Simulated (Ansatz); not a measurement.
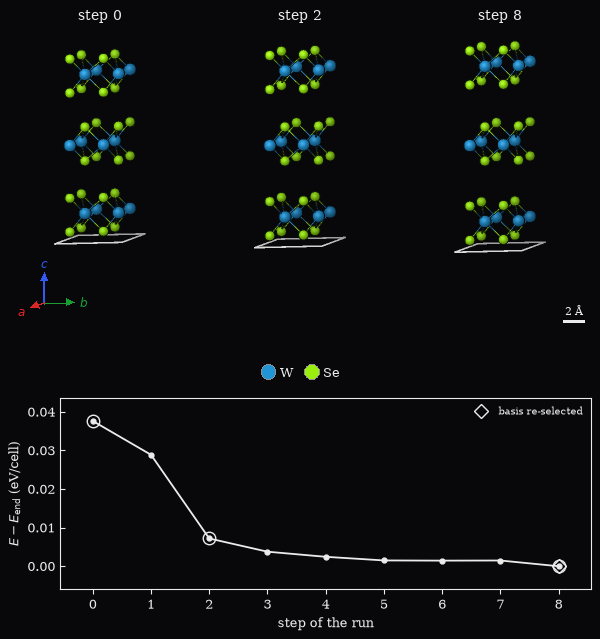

Frames of a relaxation of a crystal of WSe2 (set up in P-6m2), marked on the history of the run. The picture is a ball-and-stick view of the 2 × 2 repeat of the cell, outlined in the plane, without the vacuum, seen slightly off an axis.

All numbers below come from DFT PBE, scalar-relativistic, plane waves, PAW in Ansatz. (plane-wave cutoff 420 eV; k-point mesh 12 × 12 × 1; occupations gaussian; smearing width 0.02 eV; no spin polarisation; cell and atoms relaxed; force threshold 0.005 eV/Å; at most 80 steps)

Question: What happens along the run?

Answer: The largest moves, 0.81 Å, are those of Se atoms. By element the largest moves are Se 0.81 Å, W 0.79 Å. In the plane the drawn cell goes a 6.636 → 6.641 Å (+0.1 %), b 6.636 → 6.641 Å (+0.1 %). Among the contacts that change: Se–W 2.536 → 2.548 Å. The space group stays P-6m2 (No. 187). The energy falls by 37.6 meV per cell of the calculation in 7 accepted moves (8 points after the start). The largest force component goes from 0.29 to under 0.0001 eV/Å. At 1 point the geometry stayed and the basis and grid were re-selected for the new cell (energy shift of 1.5 meV per cell of the calculation at most each time). Cost: 3 min on 4 threads of Arm Neoverse V1, with other jobs on the host, peak memory 1.1 GiB. From step 0 to 2: Se atoms move most (0.36 Å), energy −30.4 meV per cell of the calculation. From step 2 to 8: W and Se atoms move most (0.45 Å), energy −7.2 meV per cell of the calculation.

```
step  E − E(0), meV/atom  largest force component, eV/Å                      note
   0                0.00                         0.2899                          
   1               -0.97                         0.3509                          
   2               -3.38                         0.0333                          
   3               -3.76                         0.0251                          
   4               -3.91                         0.0180                          
   5               -4.02                         0.0032                          
   6               -4.02                         0.0011                          
   7               -4.02                         0.0001                          
   8               -4.18                         0.0001  same geometry, new basis
```

Limits of the set-up: layers or molecules are held without a dispersion correction, so their spacing is unreliable.
